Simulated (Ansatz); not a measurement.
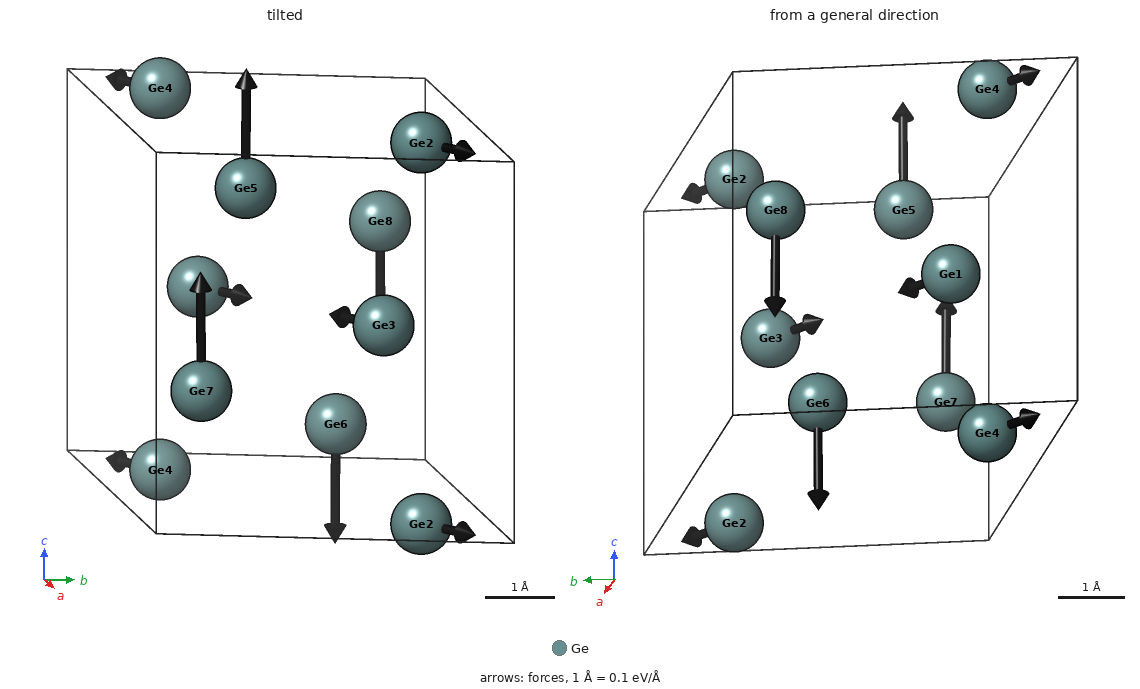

Crystal structure, spheres-only style, seen slightly off an axis and from a general direction. The parallelepiped is the simulation cell. The arrows are the computed forces on the atoms.

System: Ge. The numbers come from DFT r2SCAN, scalar-relativistic, plane waves, PAW (Ansatz), using a cutoff energy of 500 eV, k-grid 8×8×6, Gaussian smearing of 0.1 eV, no spin polarisation.

### Is the structure at a minimum of the energy?

No. The atoms still feel forces of up to about 0.14 eV/Å, above a usual threshold of 0.01 to 0.03 eV/Å.

### Identify the atom with the maximum force.

Ge5, Ge6, Ge7 and Ge8, about 0.14 eV/Å.

Provenance: a structure listed in the Materials Project. Earlier steps of the study may have refined or changed the cell and positions. It was the input of a calculation with Ansatz.
